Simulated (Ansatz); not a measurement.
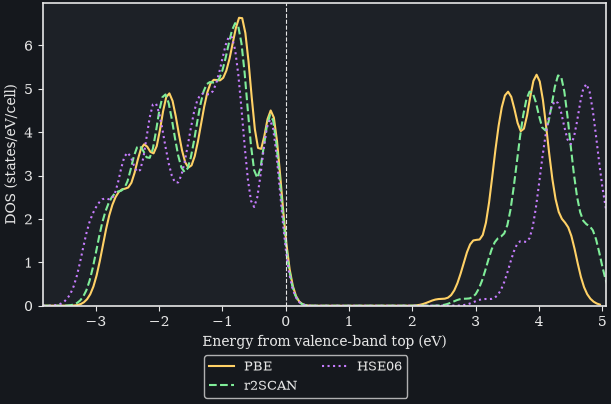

Total densities of states of PbI$_{2}$, space group P-3m1, 3 atoms in the cell, 1T (CdI2) bulk type, hydrostatic strain +1.5%, by three methods on the same cell. The curves are built from the levels of the k mesh with Gaussians 0.3 eV wide, which also blur the band edges. Each is counted from its own valence-band top.

**What changes from one method to the other?**

PBE gives a gap of 2.30 eV, r2SCAN gives a gap of 2.69 eV and HSE06 gives a gap of 3.02 eV. In the window shown, the tallest filled peak lies at −0.7 eV in PBE, −0.8 eV in r2SCAN and −0.9 eV in HSE06.

Settings. PBE: DFT, PBE, plane waves, PAW, no spin polarisation, 6×6×4 k mesh, 420 eV cutoff (Ansatz 0.2.0). r2SCAN: DFT, r2SCAN, plane waves, PAW, no spin polarisation, 6×6×4 k mesh, 500 eV cutoff (Ansatz 0.2.0). HSE06: DFT, HSE06, plane waves, PAW, no spin polarisation, 6×6×4 k mesh, 420 eV cutoff (Ansatz 0.2.0).

Spin-orbit coupling is left out, which matters for Pb and I.
